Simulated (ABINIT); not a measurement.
# Positron calculation of KTaO$_{3}$ (part 2 of 2)

Continued. System: KTaO$_{3}$ (Pm-3m, 5 atoms in the cell). Method: Kohn-Sham DFT of a periodic cell, PBE, JTH PAW PBE v2.0, no spin polarisation (ABINIT 10.8.3); cutoff 517.02 eV, 5×5×5 k-mesh, fermi-dirac of 0.05 eV. The structure derives from an entry of the Crystallography Open Database.

Geometry of the input (Å; fractional positions):
```
3.9883  0.0000  0.0000
0.0000  3.9883  0.0000
0.0000  0.0000  3.9883
Ta 0.0000  0.0000  0.0000
K  0.5000  0.5000  0.5000
O  0.0000  0.0000  0.5000
O  0.0000  0.5000  0.0000
O  0.5000  0.0000  0.0000
```

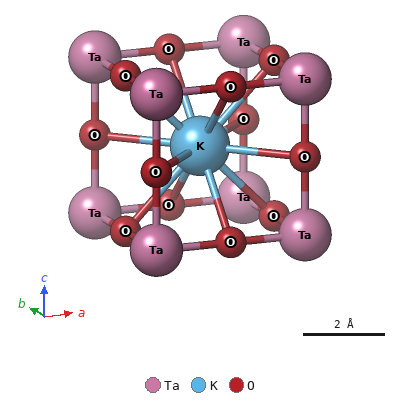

The structure as given in the input (ball-and-stick view of the cell of the calculation, seen slightly off an axis).

Output, continued:
```
 Mean square residual over all n,k,spin=   32.735E-07; max=  40.698E-05
 reduced coordinates (array xred) for    5 atoms
       0.000000000000      0.000000000000      0.000000000000
       0.500000000000      0.500000000000      0.500000000000
       0.000000000000      0.000000000000      0.500000000000
       0.000000000000      0.500000000000      0.000000000000
       0.500000000000      0.000000000000      0.000000000000
 rms dE/dt=  0.0000E+00; max dE/dt=  0.0000E+00; dE/dt below (all hartree)
    1       0.000000000000      0.000000000000      0.000000000000
    2       0.000000000000      0.000000000000      0.000000000000
    3       0.000000000000      0.000000000000      0.000000000000
    4       0.000000000000      0.000000000000      0.000000000000
    5       0.000000000000      0.000000000000      0.000000000000

 cartesian coordinates (angstrom) at end:
    1      0.00000000000000     0.00000000000000     0.00000000000000
    2      1.99414999863525     1.99414999863525     1.99414999863525
    3      0.00000000000000     0.00000000000000     1.99414999863525
    4      0.00000000000000     1.99414999863525     0.00000000000000
    5      1.99414999863525     0.00000000000000     0.00000000000000

 cartesian forces (hartree/bohr) at end:
    1     -0.00000000000000    -0.00000000000000    -0.00000000000000
    2     -0.00000000000000    -0.00000000000000    -0.00000000000000
    3     -0.00000000000000    -0.00000000000000    -0.00000000000000
    4     -0.00000000000000    -0.00000000000000    -0.00000000000000
    5     -0.00000000000000    -0.00000000000000    -0.00000000000000
 frms,max,avg= 0.0000000E+00 0.0000000E+00   0.000E+00  0.000E+00  0.000E+00 h/b

 cartesian forces (eV/Angstrom) at end:
    1     -0.00000000000000    -0.00000000000000    -0.00000000000000
    2     -0.00000000000000    -0.00000000000000    -0.00000000000000
    3     -0.00000000000000    -0.00000000000000    -0.00000000000000
    4     -0.00000000000000    -0.00000000000000    -0.00000000000000
    5     -0.00000000000000    -0.00000000000000    -0.00000000000000
 frms,max,avg= 0.0000000E+00 0.0000000E+00   0.000E+00  0.000E+00  0.000E+00 e/A
 length scales=  7.536794702800  7.536794702800  7.536794702800 bohr
              =  3.988299997270  3.988299997270  3.988299997270 angstroms
 Fermi (or HOMO) energy (hartree) =   0.11837   Average Vxc (hartree)=  -0.39673
 Eigenvalues (hartree) for nkpt=  10  k points:
 kpt#   1, nband= 24, wtk=  0.00800, kpt=  0.0000  0.0000  0.0000 (reduced coord)
  -2.40701   -1.17462   -1.17462   -1.17462   -0.92440   -0.56551   -0.53986   -0.53986
  -0.31988   -0.31988   -0.31988   -0.00964   -0.00964   -0.00964    0.04014    0.04014
   0.04014    0.05641    0.05641    0.05641    0.15913    0.15913    0.15913    0.32306
      occupation numbers for kpt#   1
   2.00000    2.00000    2.00000    2.00000    2.00000    2.00000    2.00000    2.00000
   2.00000    2.00000    2.00000    2.00000    2.00000    2.00000    2.00000    2.00000
   2.00000    2.00000    2.00000    2.00000    0.00000    0.00000    0.00000    0.00000
 prteigrs : prtvol=0 or 1, do not print more k-points.

--- !EnergyTerms
iteration_state     : {dtset: 1, }
comment             : Components of total free energy in Hartree
kinetic             :  3.70199379240391E+01
hartree             :  2.92912547317450E+01
xc                  : -2.10824529180681E+01
Ewald energy        : -1.03682236415820E+02
psp_core            :  9.66761441309174E+00
local_psp           : -7.88978706771454E+01
PAW spherical_terms : -8.50967300738583E+00
internal            : -1.36193425949544E+02
'-kT*entropy'       : -1.83683049797899E-12
total_energy        : -1.36193425949546E+02
total_energy_eV     : -3.70601191767650E+03
...

--- !EnergyTermsDC
iteration_state     : {dtset: 1, }
comment             : '"Double-counting" decomposition of free energy'
band_energy         : -1.90562274246302E+01
Ewald energy        : -1.03682236415820E+02
psp_core            :  9.66761441309174E+00
xc_dc               : -2.95722334628431E+01
PAW spherical_terms :  6.44965959341994E+00
internal            : -1.36193423296782E+02
'-kT*entropy'       : -1.83683049797899E-12
total_energy_dc     : -1.36193423296784E+02
total_energy_dc_eV  : -3.70601184549117E+03
...

--- !EnergyTermsWithPAWCore
iteration_state     : {dtset: 1, }
comment             : 'Components of total free energy, including PAW core contributions'
Total energy        : -1.64330800216465E+04
Total energy DC     : -1.64330800189937E+04
Total energy (eV)   : -4.47166887680136E+05
Total energy DC (eV): -4.47166887607950E+05
...

 Cartesian components of stress tensor (hartree/bohr^3)
  sigma(1 1)= -1.78330068E-04  sigma(3 2)=  0.00000000E+00
  sigma(2 2)= -1.78330068E-04  sigma(3 1)=  0.00000000E+00
  sigma(3 3)= -1.78330068E-04  sigma(2 1)=  0.00000000E+00

-Cartesian components of stress tensor (GPa)         [Pressure=  5.2467E+00 GPa]
- sigma(1 1)= -5.24665173E+00  sigma(3 2)=  0.00000000E+00
- sigma(2 2)= -5.24665173E+00  sigma(3 1)=  0.00000000E+00
- sigma(3 3)= -5.24665173E+00  sigma(2 1)=  0.00000000E+00

================================================================================
== DATASET  2 ==================================================================

--- !DatasetInfo
iteration_state: {dtset: 2, }
dimensions: {natom: 5, nkpt: 1, mband: 1, nsppol: 1, nspinor: 1, nspden: 1, mpw: 872, }
cutoff_energies: {ecut:  19.0, pawecutdg:  38.0, }
electrons: {nelect:   1.00000000E+00, charge:   0.00000000E+00, occopt:   2.00000000E+00, tsmear:   1.00000000E-02, }
meta: {optdriver: 0, ionmov: 0, optcell: 0, iscf: 17, paral_kgb: 0, }
...

 mkfilename : getden/=0, take file _DEN from output of DATASET   1.

 Exchange-correlation functional for the present dataset will be:
  GGA: Perdew-Burke-Ernzerhof functional - ixc=11
  J.P.Perdew, K.Burke, M.Ernzerhof, PRL 77, 3865 (1996)

 Real(R)+Recip(G) space primitive vectors, cartesian coordinates (Bohr,Bohr^-1):
 R(1)=  7.5367947  0.0000000  0.0000000  G(1)=  0.1326824  0.0000000  0.0000000
 R(2)=  0.0000000  7.5367947  0.0000000  G(2)=  0.0000000  0.1326824  0.0000000
 R(3)=  0.0000000  0.0000000  7.5367947  G(3)=  0.0000000  0.0000000  0.1326824
 Unit cell volume ucvol=  4.2811462E+02 bohr^3
 Angles (23,13,12)=  9.00000000E+01  9.00000000E+01  9.00000000E+01 degrees

 Coarse grid specifications (used for wave-functions):

 getcut: wavevector=  0.0000  0.0000  0.0000  ngfft=  30  30  30
         ecut(hartree)=     19.000   => boxcut(ratio)=   2.02858

 Fine grid specifications (used for densities):

 getcut: wavevector=  0.0000  0.0000  0.0000  ngfft=  45  45  45
         ecut(hartree)=     38.000   => boxcut(ratio)=   2.10382

--- Pseudopotential description ------------------------------------------------
- pspini: atom type   1  psp file is ./Ta.GGA_PBE-JTH.xml
 Pseudopotential format is: paw10
 basis_size (lnmax)=  6 (lmn_size= 18), orbitals=   0   0   1   1   2   2
 Spheres core radius: rc_sph= 2.41973345
 Shapefunction is SIN type: shapef(r)=[sin(pi*r/rshp)/(pi*r/rshp)]**2
 Radius for shape functions =  2.11065461
 Compensation charge density is not taken into account in XC energy/potential

- pspini: atom type   2  psp file is ./K.GGA_PBE-JTH.xml
 Pseudopotential format is: paw10
 basis_size (lnmax)=  5 (lmn_size= 13), orbitals=   0   0   1   1   2
 Spheres core radius: rc_sph= 2.10865939
 Shapefunction is SIN type: shapef(r)=[sin(pi*r/rshp)/(pi*r/rshp)]**2
 Radius for shape functions =  2.00653367
 Compensation charge density is not taken into account in XC energy/potential

- pspini: atom type   3  psp file is ./O.GGA_PBE-JTH.xml
 Pseudopotential format is: paw10
 basis_size (lnmax)=  4 (lmn_size=  8), orbitals=   0   0   1   1
 Spheres core radius: rc_sph= 1.41465230
 Shapefunction is SIN type: shapef(r)=[sin(pi*r/rshp)/(pi*r/rshp)]**2
 Radius for shape functions =  1.20231231
 Compensation charge density is not taken into account in XC energy/potential

--------------------------------------------------------------------------------

================================================================================

--- !BeginCycle
iteration_state: {dtset: 2, }
solver: {iscf: 17, nstep: 80, nline: 10, wfoptalg: 10, }
tolerances: {toldfe: 1.00E-07, }
...

     iter   Etot(hartree)      deltaE(h)  residm     nres2
 ETOT  1  -136.15013622891    -1.362E+02 3.228E-01 1.420E-01
 ETOT  2  -136.51307377302    -3.629E-01 4.599E-02 8.092E-02
 ETOT  3  -136.52391671339    -1.084E-02 6.949E-04 5.427E-02
 ETOT  4  -136.52399730826    -8.059E-05 4.931E-06 2.013E-02
 ETOT  5  -136.52399708020     2.281E-07 2.645E-07 2.540E-03
 ETOT  6  -136.52399786732    -7.871E-07 5.871E-10 2.274E-04
 ETOT  7  -136.52399795529    -8.798E-08 8.871E-12 4.647E-05
 ETOT  8  -136.52399797880    -2.351E-08 2.920E-15 8.091E-06

 At SCF step    8, etot is converged :
  for the second time, diff in etot=  2.351E-08 < toldfe=  1.000E-07

--- !ResultsGS
iteration_state: {dtset: 2, }
comment   : Summary of ground state results
lattice_vectors:
- [  7.5367947,   0.0000000,   0.0000000, ]
- [  0.0000000,   7.5367947,   0.0000000, ]
- [  0.0000000,   0.0000000,   7.5367947, ]
lattice_lengths: [   7.53679,    7.53679,    7.53679, ]
lattice_angles: [ 90.000,  90.000,  90.000, ] # degrees, (23, 13, 12)
lattice_volume:   4.2811462E+02
convergence: {deltae: -2.351E-08, res2:  8.091E-06, residm:  2.920E-15, diffor:  0.000E+00, }
etotal    :  -1.36523998E+02
entropy   :   0.00000000E+00
fermie    :  -3.30573780E-01
cartesian_stress_tensor: null
pressure_GPa: null
xred      :
- [  0.0000E+00,   0.0000E+00,   0.0000E+00, Ta]
- [  5.0000E-01,   5.0000E-01,   5.0000E-01,  K]
- [  0.0000E+00,   0.0000E+00,   5.0000E-01,  O]
- [  0.0000E+00,   5.0000E-01,   0.0000E+00,  O]
- [  5.0000E-01,   0.0000E+00,   0.0000E+00,  O]
cartesian_forces: null
force_length_stats: {min: null, max: null, mean: null, }
...

 Integrated electronic density in atomic spheres:
 ------------------------------------------------
 Atom  Sphere_radius  Integrated_density
    1        2.41973          0.03418794
    2        2.10866          0.05073055
    3        1.41465          0.01071857
    4        1.41465          0.01071857
    5        1.41465          0.01071857

--------------------------------------------------------------------------------
 Results for electron-positron annihilation:

 # Zero-positron density limit of Arponen and Pajanne fitted by Sterne & Kaiser
   + GGA corrections
   Ref.: P.A. Sterne and J.H. Kaiser, Phys. Rev. B 43, 13892 (1991)
         B. Barbiellini, M.J. Puska, T. Torsti and R.M. Nieminen, Phys. Rev. B 51, 7341 (1995)
 # Enhancement factor of Sterne & Kaiser
   Ref.: P.A. Sterne and J.H. Kaiser, Phys. Rev. B 43, 13892 (1991)

 Positron lifetime                         (ps)   =  1.75868492E+02
 Positron lifetime with IPM for core elec. (ps)   =  1.76696352E+02
 Annihilation rate                         (ns-1) =  5.68606684E+00
 Annihilation rate with IPM for core elec. (ns-1) =  5.65942639E+00

 Annihilation rate core/valence decomposition:
   Core    contribution to ann.rate          (ns-1) =  1.39995688E-01
   Valence contribution to ann.rate          (ns-1) =  5.54607115E+00
   Core    contribution to ann.rate with IPM (ns-1) =  1.09309609E-01
   Valence contribution to ann.rate with IPM (ns-1) =  5.55011678E+00

 Annihilation rate PAW decomposition:
   Plane-wave contribution to ann.rate          (ns-1) =  6.55013355E+00
   Plane-wave valence contribution to ann.rate  (ns-1) =  6.42012258E+00
   On-site core contribution to ann.rate        (ns-1) =  9.98472430E-03
   On-site valence contribution to ann.rate     (ns-1) = -8.74051431E-01
   Plane-wave contribution to ann.rate with IPM (ns-1) =  6.51199968E+00
   Plane-wave core contrb. to ann.rate with IPM (ns-1) =  7.24465462E-02

      (*) IPM=Independent particle Model

================================================================================

 ----iterations are completed or convergence reached----

 Mean square residual over all n,k,spin=   29.203E-16; max=  29.203E-16
 reduced coordinates (array xred) for    5 atoms
       0.000000000000      0.000000000000      0.000000000000
       0.500000000000      0.500000000000      0.500000000000
       0.000000000000      0.000000000000      0.500000000000
       0.000000000000      0.500000000000      0.000000000000
       0.500000000000      0.000000000000      0.000000000000
 rms dE/dt=  0.0000E+00; max dE/dt=  0.0000E+00; dE/dt below (all hartree)
    1       0.000000000000      0.000000000000      0.000000000000
    2       0.000000000000      0.000000000000      0.000000000000
    3       0.000000000000      0.000000000000      0.000000000000
    4       0.000000000000      0.000000000000      0.000000000000
    5       0.000000000000      0.000000000000      0.000000000000

 cartesian coordinates (angstrom) at end:
    1      0.00000000000000     0.00000000000000     0.00000000000000
    2      1.99414999863525     1.99414999863525     1.99414999863525
    3      0.00000000000000     0.00000000000000     1.99414999863525
    4      0.00000000000000     1.99414999863525     0.00000000000000
    5      1.99414999863525     0.00000000000000     0.00000000000000
 length scales=  7.536794702800  7.536794702800  7.536794702800 bohr
              =  3.988299997270  3.988299997270  3.988299997270 angstroms
 Fermi (or HOMO) energy (hartree) =  -0.33057   Average Vxc (hartree)=  -0.29653
 Eigenvalues (hartree) for nkpt=   1  k points:
 kpt#   1, nband=  1, wtk=  1.00000, kpt=  0.0000  0.0000  0.0000 (reduced coord)
  -0.33057

--- !EnergyTerms
iteration_state     : {dtset: 2, }
comment             : Components of total free energy in Hartree
kinetic             :  1.85309973563360E-01
local_psp           : -6.35125154294685E-01
PAW spherical_terms : -1.39653858673744E-01
positronic          : -5.89469039405052E-01
electronic          : -1.36193423296784E+02
electron_positron_interaction:  2.60314361069183E-01
total_energy        : -1.36522577975120E+02
total_energy_eV     : -3.71496860057804E+03
...

--- !EnergyTermsDC
iteration_state     : {dtset: 2, }
comment             : '"Double-counting" decomposition of free energy'
band_energy         : -3.30573779572185E-01
PAW spherical_terms :  0.00000000000000E+00
electron_positron_dc: -2.60315263516719E-01
positronic          : -5.90889043088899E-01
electronic          : -1.36193423296784E+02
electron_positron_interaction:  2.60314361069183E-01
total_energy_dc     : -1.36523997978804E+02
total_energy_dc_eV  : -3.71500724084675E+03
...

== END DATASET(S) ==============================================================
================================================================================

 -outvars: echo values of variables after computation  --------
            acell      7.5367947028E+00  7.5367947028E+00  7.5367947028E+00 Bohr
           etotal1    -1.3619342330E+02
           etotal2    -1.3652399798E+02
            fcart1    -0.0000000000E+00 -0.0000000000E+00 -0.0000000000E+00
                      -0.0000000000E+00 -0.0000000000E+00 -0.0000000000E+00
                      -0.0000000000E+00 -0.0000000000E+00 -0.0000000000E+00
                      -0.0000000000E+00 -0.0000000000E+00 -0.0000000000E+00
                      -0.0000000000E+00 -0.0000000000E+00 -0.0000000000E+00
            fcart2     9.9999999999E+99  9.9999999999E+99  9.9999999999E+99
                       9.9999999999E+99  9.9999999999E+99  9.9999999999E+99
                       9.9999999999E+99  9.9999999999E+99  9.9999999999E+99
                       9.9999999999E+99  9.9999999999E+99  9.9999999999E+99
                       9.9999999999E+99  9.9999999999E+99  9.9999999999E+99
           strten1    -1.7833006771E-04 -1.7833006771E-04 -1.7833006771E-04
                       0.0000000000E+00  0.0000000000E+00  0.0000000000E+00
           strten2     9.9999999999E+99  9.9999999999E+99  9.9999999999E+99
                       9.9999999999E+99  9.9999999999E+99  9.9999999999E+99
           xangst      0.0000000000E+00  0.0000000000E+00  0.0000000000E+00
                       1.9941499986E+00  1.9941499986E+00  1.9941499986E+00
                       0.0000000000E+00  0.0000000000E+00  1.9941499986E+00
                       0.0000000000E+00  1.9941499986E+00  0.0000000000E+00
                       1.9941499986E+00  0.0000000000E+00  0.0000000000E+00
             xred      0.0000000000E+00  0.0000000000E+00  0.0000000000E+00
                       5.0000000000E-01  5.0000000000E-01  5.0000000000E-01
                       0.0000000000E+00  0.0000000000E+00  5.0000000000E-01
                       0.0000000000E+00  5.0000000000E-01  0.0000000000E+00
                       5.0000000000E-01  0.0000000000E+00  0.0000000000E+00
 Calculation completed.
```

Key numbers:

- outcome: converged
- space group (tolerance 0.01 Å): Pm-3m (221)
- electrons treated: 40
- free energy: −3706.0118 eV
- positron lifetime (one of the program's estimates): 175.9 ps
- Fermi energy of the self-consistent step: 3.221 eV
- gap on the k-point mesh: 2.29 eV
- pressure: 5.25 GPa
- largest force (length of the vector): under 0.001 eV/Å
- wall time: 23 s
- peak memory: 0.1 GiB

Notes:

Points of doubt noted for this run: PAW basis incomplete for positron. Spin–orbit coupling is left out, which matters for Ta. The cell is under a pressure of 5.2 GPa at this level, so it is not at its equilibrium volume.
